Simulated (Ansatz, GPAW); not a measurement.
# Zr3ScN (model structure): optical spectrum from first principles, part 2 of 3

Aim: the dielectric function of Zr3ScN (model structure), and the optical constants that follow from it. The structure is a model built here, which may or may not match a known phase. It was built so: All Al replaced by Sc and Ti replaced by Zr in the Pm-3m structure of Ti3AlN. The cell is first relaxed with Ansatz.

GPAW 26.7.0; DFT, LDA, plane-wave PAW (GPAW data sets), scalar-relativistic, RPA, optical limit.

So far: The starting structure; Relaxation.

## Step 3: Ground state

First the ground state: is it a metal or has it a gap?

This step: DFT, LDA, plane-wave PAW (GPAW data sets), scalar-relativistic, ground state (GPAW 26.7.0).

gs.py reads:

```python
from ase import Atoms
from ase.dft.bandgap import bandgap
from gpaw import GPAW, PW, FermiDirac

atoms = Atoms(['Zr', 'Zr', 'Zr', 'Sc', 'N'],
              cell=[[4.47719589, 0.00000000, 0.00000000],
                    [0.00000000, 4.47719589, 0.00000000],
                    [0.00000000, 0.00000000, 4.47719589]],
              scaled_positions=[[1.00000000, 0.50000000, 0.50000000],
                                [0.50000000, 0.50000000, 1.00000000],
                                [0.50000000, 0.00000000, 0.50000000],
                                [0.00000000, 0.00000000, 0.00000000],
                                [0.50000000, 0.50000000, 0.50000000]],
              pbc=[True, True, True])
atoms.calc = GPAW(mode=PW(450), xc='LDA', kpts={'size': (5, 5, 5), 'gamma': True},
                  occupations=FermiDirac(0.05), maxiter=150, txt='gs.txt')
print('energy (eV)', atoms.get_potential_energy())
print('Fermi level (eV)', atoms.calc.get_fermi_level())
print('valence electrons', atoms.calc.get_number_of_electrons())
print('gap (eV)', bandgap(atoms.calc, output=None)[0])
print('direct gap (eV)', bandgap(atoms.calc, direct=True, output=None)[0])
atoms.calc.write('gs.gpw')
```

The run is started by

```sh
> OMP_NUM_THREADS=1 python gs.py
```

Numbers of over 12 decimals in the logs are rounded to 6 here.

What it wrote:

```text
__  _  _
 | _ |_)|_||  |
 |__||  | ||/\| - 26.7.0

Versions:
  Python: 3.12.14
  ASE:    3.29.0
  Numpy:  2.5.5
  Scipy:  1.18.1
  Libxc:  7.0.0

Input parameters:
  mode=PW(ecut=450.000000),
  kpts=MonkhorstPack(size=(5, 5, 5), gamma=True),
  maxiter=150,
  occupations=Occupations(name='fermi-dirac', width=0.05, fixmagmom=False),
  xc=XC(name='LDA')

Diagonalizing LCAO Hamiltonian
Converting LCAO to pw mode
    .----------.
   /|          |
  / |          |
 *  |          |
 |Zr|   N      |
 |  .----------.
 | /  Zr      /
 |/     Zr   /
 Sc---------*

Atoms  # Å, Bohr magnetons
|   | symbol |        x |        y |        z |    initial magnetic moments |
| 0 |     Zr | 4.477196 | 2.238598 | 2.238598 | ( 0.0000,  0.0000,  0.0000) |
| 1 |     Zr | 2.238598 | 2.238598 | 4.477196 | ( 0.0000,  0.0000,  0.0000) |
| 2 |     Zr | 2.238598 | 0.000000 | 2.238598 | ( 0.0000,  0.0000,  0.0000) |
| 3 |     Sc | 0.000000 | 0.000000 | 0.000000 | ( 0.0000,  0.0000,  0.0000) |
| 4 |      N | 2.238598 | 2.238598 | 2.238598 | ( 0.0000,  0.0000,  0.0000) |

Unit cell  # Å
| periodic |        x |        y |        z |  lengths |    angles |
|      yes | 4.477196 | 0.000000 | 0.000000 | 4.477196 | 90.000000 |
|      yes | 0.000000 | 4.477196 | 0.000000 | 4.477196 | 90.000000 |
|      yes | 0.000000 | 0.000000 | 4.477196 | 4.477196 | 90.000000 |

Number of symmetries: 48
Symmetry operations  # r_c * U_cc + t_c -> r_c
|    | kind |            matrix            |
|  0 |  E   |  1, 0, 0,  0, 1, 0,  0, 0, 1 |
|  1 |  σ   |  1, 0, 0,  0, 1, 0,  0, 0,-1 |
|  2 |  σ   |  1, 0, 0,  0, 0, 1,  0, 1, 0 |
|  3 |  C4  |  1, 0, 0,  0, 0, 1,  0,-1, 0 |
|  4 |  C4  |  1, 0, 0,  0, 0,-1,  0, 1, 0 |
|  5 |  σ   |  1, 0, 0,  0, 0,-1,  0,-1, 0 |
|  6 |  σ   |  1, 0, 0,  0,-1, 0,  0, 0, 1 |
|  7 |  C2  |  1, 0, 0,  0,-1, 0,  0, 0,-1 |
|  8 |  σ   |  0, 1, 0,  1, 0, 0,  0, 0, 1 |
|  9 |  C2  |  0, 1, 0,  1, 0, 0,  0, 0,-1 |
| 10 |  C3  |  0, 1, 0,  0, 0, 1,  1, 0, 0 |
| 11 |  S6  |  0, 1, 0,  0, 0, 1, -1, 0, 0 |
| 12 |  S6  |  0, 1, 0,  0, 0,-1,  1, 0, 0 |
| 13 |  C3  |  0, 1, 0,  0, 0,-1, -1, 0, 0 |
| 14 |  C4  |  0, 1, 0, -1, 0, 0,  0, 0, 1 |
| 15 |  S4  |  0, 1, 0, -1, 0, 0,  0, 0,-1 |
| 16 |  C3  |  0, 0, 1,  1, 0, 0,  0, 1, 0 |
| 17 |  S6  |  0, 0, 1,  1, 0, 0,  0,-1, 0 |
| 18 |  σ   |  0, 0, 1,  0, 1, 0,  1, 0, 0 |
| 19 |  C4  |  0, 0, 1,  0, 1, 0, -1, 0, 0 |
| 20 |  C2  |  0, 0, 1,  0,-1, 0,  1, 0, 0 |
| 21 |  S4  |  0, 0, 1,  0,-1, 0, -1, 0, 0 |
| 22 |  S6  |  0, 0, 1, -1, 0, 0,  0, 1, 0 |
| 23 |  C3  |  0, 0, 1, -1, 0, 0,  0,-1, 0 |
| 24 |  S6  |  0, 0,-1,  1, 0, 0,  0, 1, 0 |
| 25 |  C3  |  0, 0,-1,  1, 0, 0,  0,-1, 0 |
| 26 |  C4  |  0, 0,-1,  0, 1, 0,  1, 0, 0 |
| 27 |  σ   |  0, 0,-1,  0, 1, 0, -1, 0, 0 |
| 28 |  S4  |  0, 0,-1,  0,-1, 0,  1, 0, 0 |
| 29 |  C2  |  0, 0,-1,  0,-1, 0, -1, 0, 0 |
| 30 |  C3  |  0, 0,-1, -1, 0, 0,  0, 1, 0 |
| 31 |  S6  |  0, 0,-1, -1, 0, 0,  0,-1, 0 |
| 32 |  C4  |  0,-1, 0,  1, 0, 0,  0, 0, 1 |
| 33 |  S4  |  0,-1, 0,  1, 0, 0,  0, 0,-1 |
| 34 |  S6  |  0,-1, 0,  0, 0, 1,  1, 0, 0 |
| 35 |  C3  |  0,-1, 0,  0, 0, 1, -1, 0, 0 |
| 36 |  C3  |  0,-1, 0,  0, 0,-1,  1, 0, 0 |
| 37 |  S6  |  0,-1, 0,  0, 0,-1, -1, 0, 0 |
| 38 |  σ   |  0,-1, 0, -1, 0, 0,  0, 0, 1 |
| 39 |  C2  |  0,-1, 0, -1, 0, 0,  0, 0,-1 |
| 40 |  σ   | -1, 0, 0,  0, 1, 0,  0, 0, 1 |
| 41 |  C2  | -1, 0, 0,  0, 1, 0,  0, 0,-1 |
| 42 |  C2  | -1, 0, 0,  0, 0, 1,  0, 1, 0 |
| 43 |  S4  | -1, 0, 0,  0, 0, 1,  0,-1, 0 |
| 44 |  S4  | -1, 0, 0,  0, 0,-1,  0, 1, 0 |
| 45 |  C2  | -1, 0, 0,  0, 0,-1,  0,-1, 0 |
| 46 |  C2  | -1, 0, 0,  0,-1, 0,  0, 0, 1 |
| 47 |  i   | -1, 0, 0,  0,-1, 0,  0, 0,-1 |

BZ-sampling:
  Number of BZ points: 125
  Number of IBZ points: 10

  Monkhorst-Pack size: [5, 5, 5]
  Monkhorst-Pack shift: [0, 0, 0]

K-points  # in reciprocal-cell coordinates
|   |                                coordinates |     weight |
| 0 | (  0.00000000,   0.00000000,   0.00000000) | 0.00800000 |
| 1 | (  0.20000000,   0.00000000,   0.00000000) | 0.04800000 |
| 2 | (  0.20000000,   0.20000000,   0.00000000) | 0.09600000 |
| 3 | (  0.20000000,   0.20000000,   0.20000000) | 0.06400000 |
| 4 | (  0.40000000,   0.00000000,   0.00000000) | 0.04800000 |
| 5 | (  0.40000000,   0.20000000,   0.00000000) | 0.19200000 |
| 6 | (  0.40000000,   0.20000000,   0.20000000) | 0.19200000 |
| 7 | (  0.40000000,   0.40000000,   0.00000000) | 0.09600000 |
| 8 | (  0.40000000,   0.40000000,   0.20000000) | 0.19200000 |
| 9 | (  0.40000000,   0.40000000,   0.40000000) | 0.06400000 |

Plane wave coefficients: 1959
Cutoff: 450.000000 eV

Spin-components: 1 (collinear spins)
Bands:           36
Projectors:      29
Spin-degeneracy: 2
Datatype:        complex128

Parallelization:
  kpt:    1
  domain: 1
  band:   1

Density:
  Valence electrons: 52.0
  Components: 1
  Grid points: [24 24 24]
  Charge: 0.0  # |e|

Potential:
  Grid points: [24 24 24]

species:
  Zr:
    name:    Zirconium
    id:
    Z:       40.0
    valence: 12
    core:    28
    charge:  0.0  # [|e|]
    compensation charges:
      type: gauss
      rc: 0.40  # [Å]
      lmax: 2
    cutoffs:
      filter: 2.39  # [Å]
      core: 1.59  # [Å]
    projectors
    | kind |    occ | energy [eV] | rcut [Å] |
    |   4s |  2.000 |     -54.491 |    1.323 |
    |   5s |  2.000 |      -4.587 |    1.323 |
    |   4p |  6.000 |     -32.510 |    1.334 |
    |   5p |  0.000 |      -1.548 |    1.334 |
    |   4d |  2.000 |      -3.736 |    1.244 |
    |    d |        |      23.475 |    1.244 |

    Using partial waves for Zr as LCAO basis

  Sc:
    name:    Scandium
    id:
    Z:       21.0
    valence: 11
    core:    10
    charge:  0.0  # [|e|]
    compensation charges:
      type: gauss
      rc: 0.39  # [Å]
      lmax: 2
    cutoffs:
      filter: 2.14  # [Å]
      core: 1.08  # [Å]
    projectors
    | kind |    occ | energy [eV] | rcut [Å] |
    |   3s |  2.000 |     -54.706 |    1.228 |
    |   4s |  2.000 |      -4.292 |    1.228 |
    |   3p |  6.000 |     -33.568 |    1.281 |
    |   4p |  0.000 |      -1.520 |    1.281 |
    |   3d |  1.000 |      -3.425 |    1.196 |
    |    d |        |      23.786 |    1.196 |

    Using partial waves for Sc as LCAO basis

  N:
    name:    Nitrogen
    id:
    Z:       7.0
    valence: 5
    core:    2
    charge:  0.0  # [|e|]
    compensation charges:
      type: gauss
      rc: 0.18  # [Å]
      lmax: 2
    cutoffs:
      filter: 1.11  # [Å]
      core: 0.96  # [Å]
    projectors
    | kind |    occ | energy [eV] | rcut [Å] |
    |   2s |  2.000 |     -18.420 |    0.603 |
    |   2p |  3.000 |      -7.237 |    0.529 |
    |    s |        |       8.791 |    0.603 |
    |    p |        |      19.974 |    0.529 |
    |    d |        |       0.000 |    0.577 |

    Using partial waves for N as LCAO basis

Reference energy: -315572.190743  # eV

eigensolver:
  PPCG
  Converge bands: occupied
  niter=2

density mixing:
  MSR1-Mixer
  Pratt-step length: 0.05
  Maximum mixing coefficient: 0.75
  Old densities: 10
  SVD Regularization: 0.005
  Good broyden scale: 1.0
  Trust region scale: 1.0
  Backstep threshold: 4.0
  History deletion threshold: 6.0
  Fourier metric: weight=20.0, sigma=0.015

occupation numbers:
  Fermi-Dirac:
    width: 0.0500  # eV

poisson solver:
  ecut: 3600.000000  # eV

xc functional:
  name: None

convergence criteria:
- Maximum [total energy] change in last 3 cyles: 0.0005 eV / valence electron
- Maximum integral of absolute [dens]ity change: 0.0001 electrons / valence electron
- Maximum integral of absolute [eigenst]ate change: 4e-08 eV^2 / valence electron
maximum number of iterations: 150

SCF iterations
|iter     |      energy | eigst |  dens |
|iter:   1||  -44.077436 | +0.30 |       |
|iter:   2||  -43.424873 | -0.95 | -1.23 |
|iter:   3||  -41.973850 | -0.47 | -1.29 |
|iter:   4||  -41.959858 | -1.72 | -1.73 |
|iter:   5||  -41.950127c| -2.38 | -1.97 |
|iter:   6||  -41.949822c| -2.83 | -2.14 |
|iter:   7||  -41.950304c| -3.80 | -2.67 |
|iter:   8||  -41.950292c| -5.05 | -3.40 |
|iter:   9||  -41.950293c| -6.31 | -4.29c|
|iter:  10||  -41.950294c| -7.23 | -4.79c|
|iter:  11||  -41.950294c| -7.62c| -5.42c|

Converged in 11 steps
SCF loop duration: 12.198 s (1.109 s/step)
Energy contributions relative to reference atoms: (reference = -315572.190743)

Energy contributions:
  Kinetic:          20.626980
  Coulomb:         -19.803194
  Zero:              0.988641
  External:          0.000000
  Xc:              -43.736367
  Entropy:          -0.052710
  Spinorbit:         0.000000
  ----------------------------
  Free energy:     -41.976649
  Extrapolated:    -41.950294

dipole moment: (-28.386216, -28.386216, -28.386216)  # |e|*Ang

Fermi level: 9.430
Eigenvalues  # (at kpt = [0.000, 0.000, 0.000])
| band index |      eig [eV] | occ [0-2] |
|          0 |       -39.041 |     2.000 |
|        ... |               |           |
|         18 |         6.797 |     2.000 |
|         19 |         6.797 |     2.000 |
|         20 |         6.797 |     2.000 |
|         21 |         6.843 |     2.000 |
|         22 |         6.843 |     2.000 |
|         23 |         7.324 |     2.000 |
|         24 |         7.324 |     2.000 |
|         25 |         7.324 |     2.000 |
|         26 |        10.570 |     0.000 |
|         27 |        10.570 |     0.000 |
|         28 |        10.570 |     0.000 |
|         29 |        12.644 |     0.000 |
|         30 |        12.644 |     0.000 |
|         31 |        13.513 |     0.000 |
|         32 |        13.513 |     0.000 |
|         33 |        13.513 |     0.000 |
|        ... |               |           |
|         35 |        14.075 |     0.000 |

No gap
No difference between direct/indirect transitions

--- standard output ---
energy (eV) -41.950294
Fermi level (eV) 9.430200
valence electrons 52.0
gap (eV) 0.0
direct gap (eV) 0.0
```

Wall time 15 s (1 thread of Arm Neoverse V2, shared host); peak memory 0.18 GiB.

This step gave:

```
energy       : -41.95 eV
Fermi energy : 9.430 eV
electrons    : 52
```

There are states at the Fermi level within the smearing, so the occupations stay smeared and the carriers get a Drude term.

## Step 4: Bands for the response

The response needs many more empty bands than the density does.

This step: DFT, LDA, plane-wave PAW (GPAW data sets), scalar-relativistic, bands at fixed density (GPAW 26.7.0).

nscf.py reads:

```python
from ase.dft.bandgap import bandgap
from gpaw import GPAW, FermiDirac

calc = GPAW('gs.gpw').fixed_density(kpts={'size': (8, 8, 8), 'gamma': True}, nbands=63, convergence={'bands': 57},
                                    occupations=FermiDirac(0.05), txt='nscf.txt')
print('gap (eV)', bandgap(calc, output=None)[0])
print('direct gap (eV)', bandgap(calc, direct=True, output=None)[0])
print('top band over the Fermi level (eV)', min(calc.get_eigenvalues(kpt=k)[56] for k in range(len(calc.get_ibz_k_points()))) - calc.get_fermi_level())
calc.write('full.gpw', mode='all')
```

The run is started by

```sh
> OMP_NUM_THREADS=1 python nscf.py
```

What it wrote:

```text
Diagonalizing LCAO Hamiltonian
Converting LCAO to pw mode
convergence criteria:
- Maximum integral of absolute [eigenst]ate change: 4e-08 eV^2 / valence electron
maximum number of iterations: 150

SCF iterations
|iter     |      energy | eigst |  dens |
|iter:   1||             | +2.23 |       |
|iter:   2||             | +1.62 |       |
|iter:   3||             | +1.09 |       |
|iter:   4||             | +0.10 |       |
|iter:   5||             | -0.58 |       |
|iter:   6||             | -1.52 |       |
|iter:   7||             | -2.24 |       |
|iter:   8||             | -3.14 |       |
|iter:   9||             | -3.91 |       |
|iter:  10||             | -4.73 |       |
|iter:  11||             | -5.35 |       |
|iter:  12||             | -5.90 |       |
|iter:  13||             | -6.29 |       |
|iter:  14||             | -6.59 |       |
|iter:  15||             | -6.75 |       |
|iter:  16||             | -6.90 |       |
|iter:  17||             | -7.05 |       |
|iter:  18||             | -7.19 |       |
|iter:  19||             | -7.36 |       |
|iter:  20||             | -7.52c|       |
SCF steps: 20
  __  _  _
 | _ |_)|_||  |
 |__||  | ||/\| - 26.7.0

Versions:
  Python: 3.12.14
  ASE:    3.29.0
  Numpy:  2.5.5
  Scipy:  1.18.1
  Libxc:  7.0.0

Input parameters:
  mode=PW(ecut=450.000000),
  convergence={'bands': 57},
  gpts=array([24, 24, 24]),
  kpts=MonkhorstPack(size=(8, 8, 8), gamma=True),
  maxiter=150,
  nbands=63,
  occupations=Occupations(name='fermi-dirac', width=0.05, fixmagmom=False),
  parallel={},
  xc=XC(name='LDA')

--- standard output ---
gap (eV) 0.0
direct gap (eV) 0.0
top band over the Fermi level (eV) 15.732568
```

The job ended after 1.8 min (1 thread; peak memory 0.26 GiB).

## Step 5: Dielectric function, RPA

Transitions between filled and empty bands, summed over the zone, give the optical response, so mesh, band count and broadening shape it.

The induced potential is part of this response.

This step: DFT, LDA, plane-wave PAW (GPAW data sets), scalar-relativistic, RPA, optical limit (GPAW 26.7.0).

df.py reads:

```python
from gpaw.response.df import DielectricFunction

df = DielectricFunction('full.gpw', frequencies={'type': 'nonlinear', 'domega0': 0.03, 'omega2': 8},
                        ecut=30,
                        eta=0.05,
                        nbands=57,
                        rate=0.05,
                        txt='df.txt')
for direction in ['x']:
    df.get_dielectric_function(xc='RPA', direction=direction, filename=f'df_{direction}.csv')
```

The run is started by

```sh
> OMP_NUM_THREADS=1 python df.py
```

What it wrote:

```text
Using integrator: PointIntegrator
NonLinearFrequencyDescriptor(from 0.000 to 67.765 eV, 502 points)
Nonperiodic BCs:  [False False False]
Using integrator: PointIntegrator
NonLinearFrequencyDescriptor(from 0.000 to 67.765 eV, 502 points)
Nonperiodic BCs:  [False False False]
Using integrator: PointIntegrator

Calculating chi0 body with:
    Ground state adapter containing:
    Number of spins: 1
    Number of kpoints: 512
    Number of irreducible kpoints: 35
    Number of completely occupied states: 23
    Number of partially occupied states: 30

    Linear response parametrization:
    q_c: [0.0, 0.0, 0.0]
    Number of frequency points: 502
    Planewave cutoff: 30.0
    Number of bands: 57
    Number of planewaves: 27
    Broadening (eta): 0.05

Integrating chi0 body.

Symmetries of q_c:
    Direct symmetries (Uq -> q): 48
    Indirect symmetries (TUq -> q): 0
In total 48 allowed symmetries.

35 groups of equivalent kpoints. 93.1640625% reduction.

Integral kind: spectral function

Calculating chi0 optical extensions with:
    Ground state adapter containing:
    Number of spins: 1
    Number of kpoints: 512
    Number of irreducible kpoints: 35
    Number of completely occupied states: 23
    Number of partially occupied states: 30

    Linear response parametrization:
    Number of frequency points: 502
    Planewave cutoff: 30.0
    Number of bands: 57
    Number of planewaves: 27
    Broadening (eta): 0.05
Integrating chi0 head and wings.

Symmetries of q_c:
    Direct symmetries (Uq -> q): 48
    Indirect symmetries (TUq -> q): 0
In total 48 allowed symmetries.

35 groups of equivalent kpoints. 93.1640625% reduction.

Integral kind: spectral function wings

Calculating drude chi0 with:
    Number of frequency points:502
    Plasma frequency decay rate: 0.05 eV

    Ground state adapter containing:
    Number of spins: 1
    Number of kpoints: 512
    Number of irreducible kpoints: 35
    Number of completely occupied states: 23
    Number of partially occupied states: 30

Symmetries of q_c:
    Direct symmetries (Uq -> q): 48
    Indirect symmetries (TUq -> q): 0
In total 48 allowed symmetries.

35 groups of equivalent kpoints. 93.1640625% reduction.

Integral kind: intraband
Plasma frequency:
[[4.35-0.j 0.  +0.j 0.  +0.j]
 [0.  +0.j 4.35-0.j 0.  +0.j]
 [0.  +0.j 0.  +0.j 4.35-0.j]]
```

It took 21 s on 1 thread; peak memory 0.32 GiB.

The Im ε, E ∥ x has structure finer than the step of the table below, so its rows give means over 1 eV, whole bins alone (the curve runs from 0.305 to 15.7 eV). Peaks (eV: height): 1.8: 25.4, 2.9: 19.6.

Sum at mesh points, not converged in k. Im ε, E ∥ x against photon energy; means over each step:

```csv
photon energy (eV),"Im ε, E ∥ x"
1,33.0
2,17.1
3,15.7
4,8.57
5,6.13
6,5.01
7,4.28
8,4.29
9,3.22
10,2.28
11,1.65
12,1.43
13,1.62
14,1.24
15,0.909
```

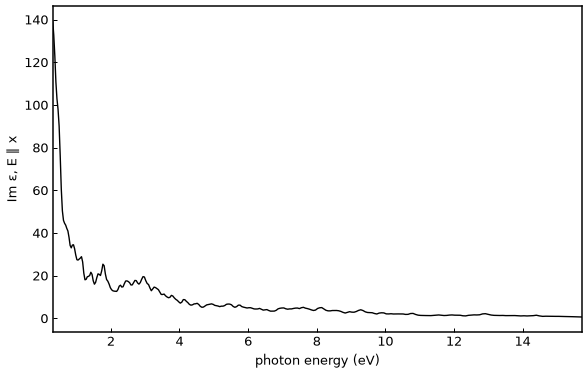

Im ε, E ∥ x against photon energy.

(Part 2 of 3 ends here.)

[Machine, clock and banner lines and Python warnings are left out of the logs.]

[Logs are printed without paths, hosts, clocks, repeated set-up lines and the standing remarks that a program may print on its own settings, such as how far it seeks lower states.]

[Hosts, paths, dates, database ids (printed as entryN), source tags and the programs' standing remarks are cut or masked in the printed files.]
